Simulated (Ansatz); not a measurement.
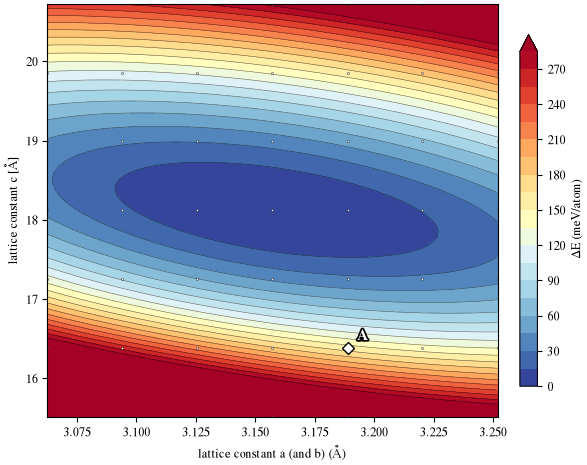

WS₂ (R3m, No. 160; 3 atoms in the cell). The energy is mapped over the lattice constants a and c of the conventional cell. The first coordinate is: lattice constant a (and b); the second: lattice constant c. Nothing is relaxed (fractional coordinates fixed). The scan uses a 7 × 7 grid. Energies: meV/atom, counted from the lowest grid point. The band gap closes in part of the range. These are results of DFT PBE+D3(BJ), scalar-relativistic, plane waves, PAW in Ansatz 0.2.0, not measurements. Settings: cutoff 420 eV, k-mesh 12×12×12, gaussian smearing 0.05 eV, no spin polarisation.

In the figure: filled contours, dots at the grid points, one colour for all values above the top of the scale, the point A. Between grid points the surface is interpolated.

**Is A at rest? If not, where is it pushed?**

A, at lattice constant a (and b) = 3.189 Å, lattice constant c = 16.38 Å, is not a stationary point. The computed force is 650 meV/atom for each Å towards larger values of lattice constant a (and b) and 200 meV/atom for each Å towards larger values of lattice constant c.

PAW datasets: the set soft_1.
